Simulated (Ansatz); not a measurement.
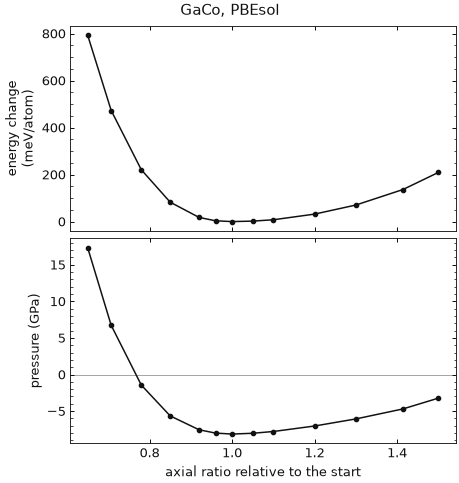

**Figure.** Energy change and pressure against relative axial ratio for GaCo, space group Pm-3m (No. 221).

The energy change is 793 meV/atom at relative axial ratio 0.650 and 209 meV/atom at 1.500; the lowest computed point is at relative axial ratio 1.000 (0 meV/atom), in a single well. The pressure goes from 17.3 GPa at relative axial ratio 0.650 to −3.2 GPa at 1.500, not monotonically, with a low of −8.1 GPa at 1.000, and changes sign near 0.77.

Calculation (Ansatz 0.2.0): deformation of a crystal at fixed volume, lengths along the axis scaled against those across it, fractional coordinates fixed, by plane-wave density functional theory with PAW datasets, free energies less that of the undisturbed cell, pressure positive in compression; scalar-relativistic. Level: PBEsol, no spin polarisation.

```tsv
setting	value
wave cutoff	420 eV
k mesh	18×18×18
occupations	Gaussian
smearing width	0.15 eV
k shift	(0, 0, 0) (mesh steps)
start	as given
path	tetragonal
axis direction	(0, 0, 1) (Cartesian unit vector)
```

The given structure:
```xyz
2
Lattice="2.8831 0.0000 0.0000 0.0000 2.8831 0.0000 0.0000 0.0000 2.8831" Properties=species:S:1:pos:R:3 pbc="T T T"
Ga    1.4416    1.4416    1.4416
Co    0.0000    0.0000    0.0000
```

Note: no spin polarisation, a magnetic state may lie lower; reference crystal is not relaxed.
